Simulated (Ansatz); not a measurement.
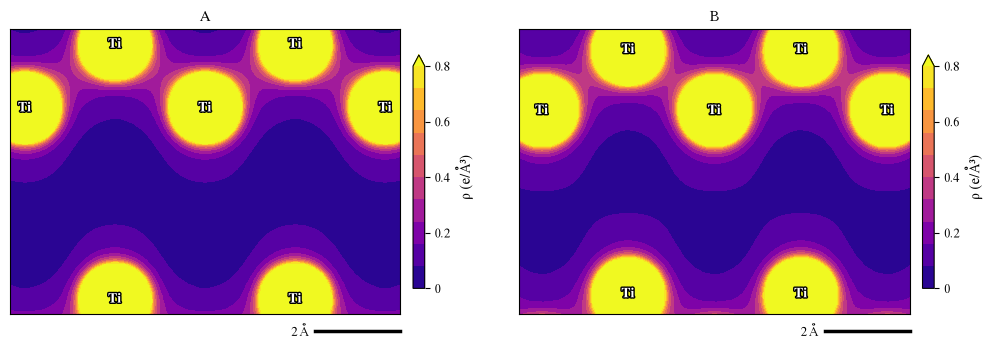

Ti. The valence pseudo-density of two cells that differ in size, on the (11̄0) plane of each (indices in the axes of the calculation cell), at one length scale and on one colour scale: A has 26.8 Å³ an atom and B 23.6.

Theory: DFT, m-r2SCAN, plane waves (500 eV) with PAW, scalar-relativistic (Ansatz).

In a PAW calculation such maps are meaningful between the atoms, not at the nuclei.

Q: What changes from the larger cell to the smaller?

A: From the larger cell to the smaller, Ti–Ti goes from 2.59 to 2.48 Å, and the density at its midpoint from 0.3 to 0.33 e/Å³, the ELF there from 0.45 to 0.30; the pressure goes from 0.0 to 3.0 GPa; the largest moment (Ti) goes from 1.6 to 1.4 μB.
